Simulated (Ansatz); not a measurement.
Consider this structure.

```
Mg O
1.0
     3.01459    0.06731   -0.01469
    -1.44900    2.67717   -0.06899
    -0.01340   -0.08039    2.75466
Mg O
1 1
Direct
  0.66667 0.33333 0.00000
  0.99565 0.98111 0.48781
```

### Describe what this structure looks like.

Chemical formula MgO. No point symmetry survives, so the space group is P1. It is a distorted form of a primitive hexagonal structure, space group P-6m2 (No. 187) within 0.45 Å: tungsten carbide (WC) type. Cell content 1 Mg, 1 O; Z = 1. Mg is coordinated by six O in a distorted trigonal prismatic arrangement at 2.15 to 2.32 Å. Around each O lie six Mg in a distorted trigonal prismatic arrangement at 2.15 to 2.32 Å. The bonds build a three-dimensional framework.

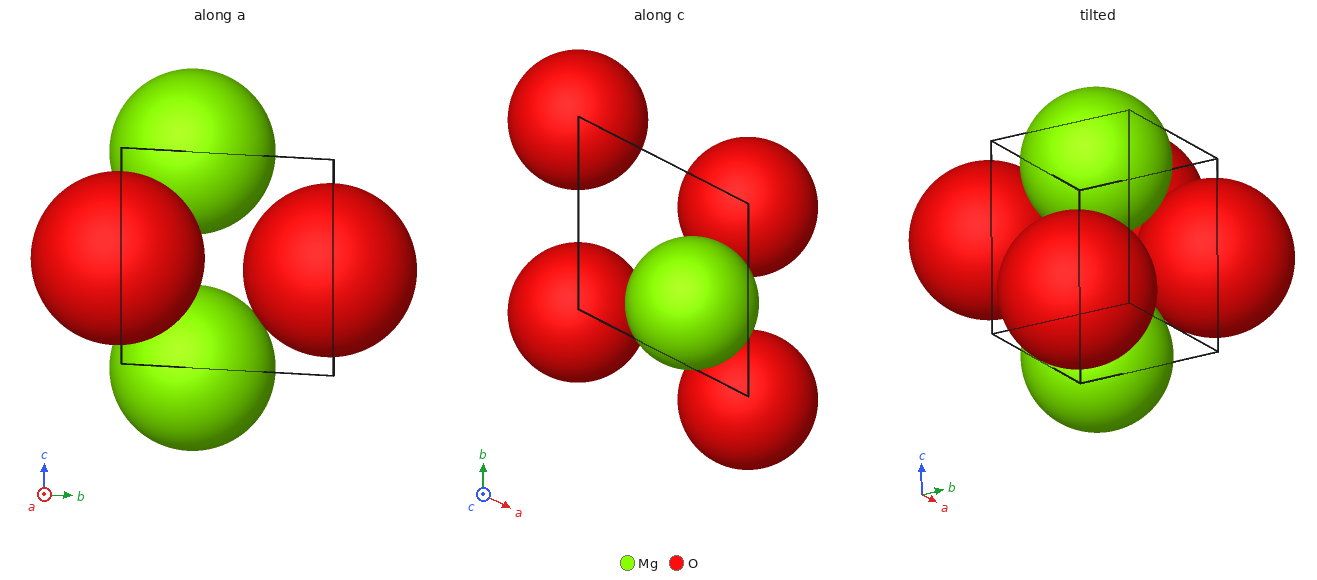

The figure gives a space-filling picture of the atoms, viewed along the a axis, along the c axis and slightly off an axis. The unit cell is outlined; an atom on or near a face, edge or corner is repeated at each equivalent position. Colours: magnesium green, oxygen red.

The structure comes from a structure listed in the Materials Project. The cell was then strained or its atoms displaced on purpose. It went into a calculation with Ansatz.

At this level of theory the cell isn't at rest (stretched, at -12 GPa), so its distances can differ from those at equilibrium, the more so the softer the solid.
